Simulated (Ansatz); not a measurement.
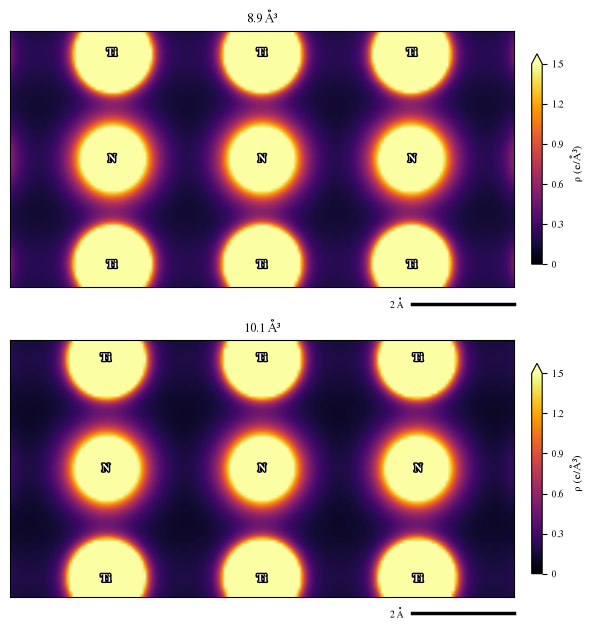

TiN. The valence charge density (pseudo) of cells scaled evenly to different volumes (given per atom above each panel), on the (011̄) plane of each (indices in the axes of the cell below), at one length scale and on one colour scale.

Computed without spin polarisation.

These are results of DFT r2SCAN, scalar-relativistic, plane waves, PAW (Ansatz), not measurements.

Core electrons are frozen (PAW), and the valence fields are smoothed inside the atomic spheres.

The largest cell:

```
Ti N
1.0
     0.00000    2.15775    2.15775
     2.15775    0.00000    2.15775
     2.15775    2.15775    0.00000
Ti N
1 1
Direct
  0.00000 0.00000 0.00000
  0.50000 0.50000 0.50000
```

| volume (Å³/atom) | Ti–N contact in the plane (Å) | ρ at its midpoint (e/Å³) | pressure (GPa) | 
| --- | --- | --- | --- |
| 8.91 | 2.073 | 0.555 | 20.8 | 
| 9.48 | 2.116 | ? | ? | 
| 10.05 | 2.158 | 0.468 | −15.2 | 

**What values belong in the row with question marks?**

Over the known rows ln ρ falls by 2.01 per Å of Ti–N distance (the line through the two), which gives 0.509 e/Å³ at 2.116 Å; the calculation gives 0.507 e/Å³. For the pressure, a straight line in volume between the neighbouring rows gives 2.8 GPa; the calculation gives 0.0, lower because pressure rises ever faster on compression.
